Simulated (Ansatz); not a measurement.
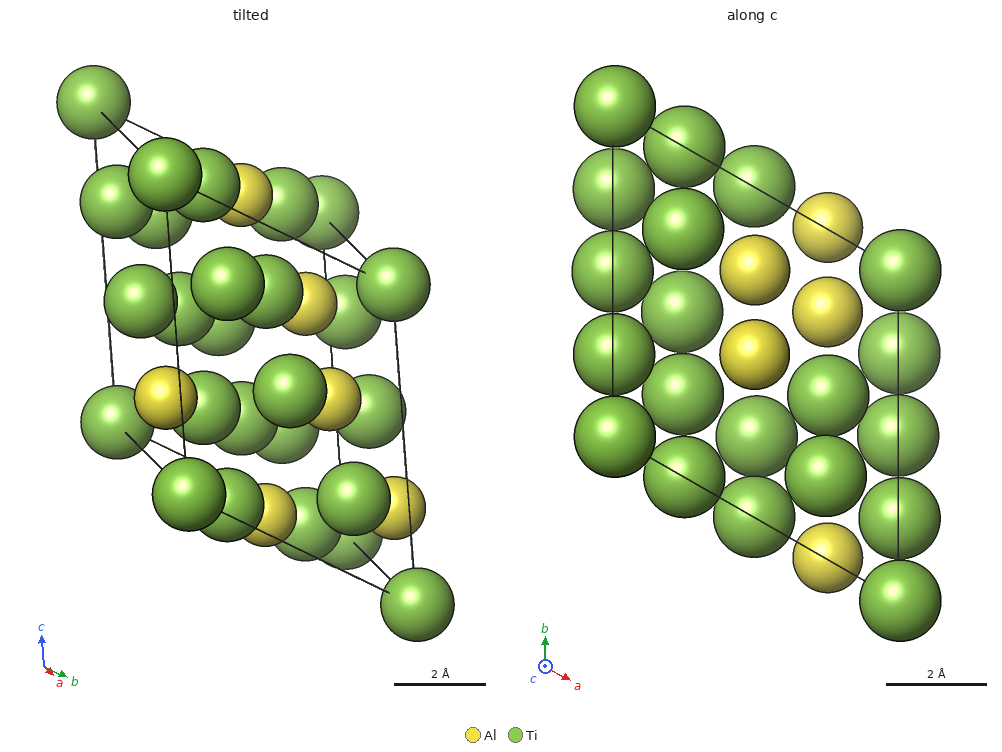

The structure above is drawn in spheres-only style and viewed slightly off an axis and along the c axis. The simulation cell is drawn as a box.

The run was set up as follows:
```yaml
crystal:
  lattice:
    - [-4.044401, 4.045856, -4.033503]
    - [4.031886, 4.102312, 4.102584]
    - [4.113206, -4.114822, -4.1715]
  atoms:
    - { symbol: Al, position: [0.4975281846, 0.7497812437, 0.7450027121] }
    - { symbol: Al, position: [0.7527893589, 0.0055540058, 0.2524488878] }
    - { symbol: Al, position: [0.7522501615, 0.7497581754, 0.5042398717] }
    - { symbol: Al, position: [0.496979222, 0.4939763722, 0.9967598208] }
    - { symbol: Ti, position: [0.2505249289, 0.0010048959, 0.7502126469] }
    - { symbol: Ti, position: [0.0043999492, 0.2501704092, 0.7494027542] }
    - { symbol: Ti, position: [0.4951022875, 0.002174132, 0.4949449263] }
    - { symbol: Ti, position: [0.7546542062, 0.4973485696, 0.7542677547] }
    - { symbol: Ti, position: [0.2453730469, 0.2493458654, 0.4998187965] }
    - { symbol: Ti, position: [0.9992441327, 0.4985281983, 0.4990189195] }
    - { symbol: Ti, position: [0.5039881544, 0.2493454464, 0.248997203] }
    - { symbol: Ti, position: [0.0071610542, 0.0022097703, 0.0066419196] }
    - { symbol: Ti, position: [0.2426353087, 0.4973411473, 0.2426060214] }
    - { symbol: Ti, position: [0.0035999882, 0.7497913448, 0.2497600502] }
    - { symbol: Ti, position: [0.7458097275, 0.2502135148, 0.0002301607] }
    - { symbol: Ti, position: [0.2461549354, 0.7497284877, 0.9994763595] }
basis:
  ecutwfc: 420
kpoints:
  mp_grid: { grid: [6, 6, 6] }
hamiltonian:
  xc: pbe
scf:
  occupations: { method: gaussian, width: 0.1 }
  n_extra_bands: 8
output:
  forces: true
  stress: true
  eigenvalues: true
  populations: true
  dos:
    method: { smearing: { sigma: 0.1, scheme: gaussian } }
    projected: true
    de: 0.02
```
Run as:
```sh
ansatz run input.yaml --threads 4 --pin off --max-ram 9216MiB --backend cpu --events-out ev --progress --plain --runs-dir out
```

The calculation used DFT PBE, scalar-relativistic, plane waves, PAW in Ansatz 0.2.0, with a cutoff energy of 420 eV, Brillouin-zone sampling on a 6×6×6 mesh, Gaussian smearing of 0.1 eV, no spin polarisation.

> What is the band gap, if any?

A metal: bands cross the Fermi level.

> State the hydrostatic pressure.

The computed pressure is 0.0 GPa, close to zero.

Source of the structure: a structure type filled with these elements by a generator (whether the compound takes this form wasn't checked). Earlier steps of the study, as a rule a relaxation of our own, may have changed the cell and positions, so they can lie some per cent off the listed ones. It went into a calculation with Ansatz.
